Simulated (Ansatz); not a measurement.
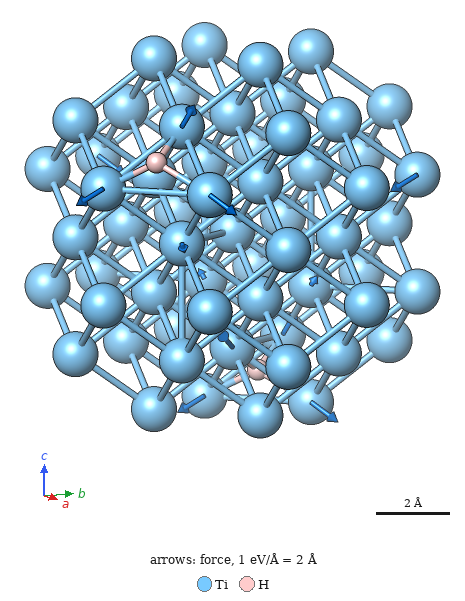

Starting geometry of a defect cell of composition Ti₃₂H with the computed forces as blue arrows. Style: ball-and-stick. Shown: the atoms within 5.8 Å of the atom that moves most (axes of the conventional cell (2 times the calculation's cell)), slightly off an axis. Lengths and directions refer to the drawn axes.

Case: H interstitial, charge +0, atoms relaxed at the host's cell.

These are results of Ansatz, DFT PBE, scalar-relativistic, plane waves, PAW, not measurements.

The input:
```yaml
crystal:
  lattice:
    - [6.511011052, 6.511011052, 0.0]
    - [6.511011052, 0.0, -6.511011052]
    - [0.0, 6.511011052, -6.511011052]
  atoms:
    - { symbol: Ti, position: [0.0, 0.5, 0.5] }
    - { symbol: Ti, position: [0.125, 0.625, 0.625] }
    - { symbol: Ti, position: [0.25, 0.75, 0.75] }
    - { symbol: Ti, position: [0.375, 0.875, 0.875] }
    - { symbol: Ti, position: [0.0, 0.5, 0.0] }
    - { symbol: Ti, position: [0.125, 0.625, 0.125] }
    - { symbol: Ti, position: [0.25, 0.75, 0.25] }
    - { symbol: Ti, position: [0.375, 0.875, 0.375] }
    - { symbol: Ti, position: [0.0, 0.0, 0.5] }
    - { symbol: Ti, position: [0.125, 0.125, 0.625] }
    - { symbol: Ti, position: [0.25, 0.25, 0.75] }
    - { symbol: Ti, position: [0.375, 0.375, 0.875] }
    - { symbol: Ti, position: [0.0, 0.0, 0.0] }
    - { symbol: Ti, position: [0.125, 0.125, 0.125] }
    - { symbol: Ti, position: [0.25, 0.25, 0.25] }
    - { symbol: Ti, position: [0.375, 0.375, 0.375] }
    - { symbol: Ti, position: [0.5, 0.5, 0.5] }
    - { symbol: Ti, position: [0.625, 0.625, 0.625] }
    - { symbol: Ti, position: [0.75, 0.75, 0.75] }
    - { symbol: Ti, position: [0.875, 0.875, 0.875] }
    - { symbol: Ti, position: [0.5, 0.5, 0.0] }
    - { symbol: Ti, position: [0.625, 0.625, 0.125] }
    - { symbol: Ti, position: [0.75, 0.75, 0.25] }
    - { symbol: Ti, position: [0.875, 0.875, 0.375] }
    - { symbol: Ti, position: [0.5, 0.0, 0.5] }
    - { symbol: Ti, position: [0.625, 0.125, 0.625] }
    - { symbol: Ti, position: [0.75, 0.25, 0.75] }
    - { symbol: Ti, position: [0.875, 0.375, 0.875] }
    - { symbol: Ti, position: [0.5, 0.0, 0.0] }
    - { symbol: Ti, position: [0.625, 0.125, 0.125] }
    - { symbol: Ti, position: [0.75, 0.25, 0.25] }
    - { symbol: Ti, position: [0.875, 0.375, 0.375] }
    - { symbol: H, position: [0.1875, 0.0625, 0.9375] }
basis:
  ecutwfc: 420
  xc_grid: 2
kpoints:
  mp_grid: { grid: [4, 4, 4], shift: [0.0, 0.0, 0.0] }
hamiltonian:
  xc: pbe
scf:
  occupations: { method: gaussian, width: 0.1 }
output:
  forces: true
  stress: false
  eigenvalues: true
  write_density: true
  write_potential: true
  elf: true
  volumetric_format: npy
relax:
  adjacent_minimum: "off"
  f_tol: 0.025
  max_steps: 45
```

Run as
```bash
ansatz run input.yaml --threads 4 --pin off --max-ram 10240MiB --backend cpu --events-out ev --progress --plain --runs-dir out
```

What follows when this structure is relaxed?

Answer. It isn't relaxed: the largest force vector, on Ti atoms, is 0.50 eV/Å. The final displacements have little in common with the starting forces (cosine between the two patterns 0.20). The largest moves, 0.26 Å, are those of Ti1, Ti8, Ti22 and Ti27. Ti8 goes along [1 −1 −1]. H stays in place. The cell doesn't change. Near-neighbour distances that change, for instance: Ti13–Ti27 3.256 → 2.875 Å, Ti15–Ti21 3.256 → 2.892 Å, Ti10–Ti32 3.256 → 2.922 Å, Ti12–Ti26 3.256 → 2.931 Å. Bond angles that change, for instance: Ti4–H33–Ti14 126.9° → 114.1°, Ti4–H33–Ti11 101.5° → 107.2°. Over 6 geometry steps the energy falls by 1.705 eV per cell of the calculation. The largest force component goes from 0.42 to 0.018 eV/Å. Cost: 2.9 min on 4 threads of AMD EPYC 9R45 96-Core Processor (Zen 5), on a shared host, peak memory 3.2 GiB.
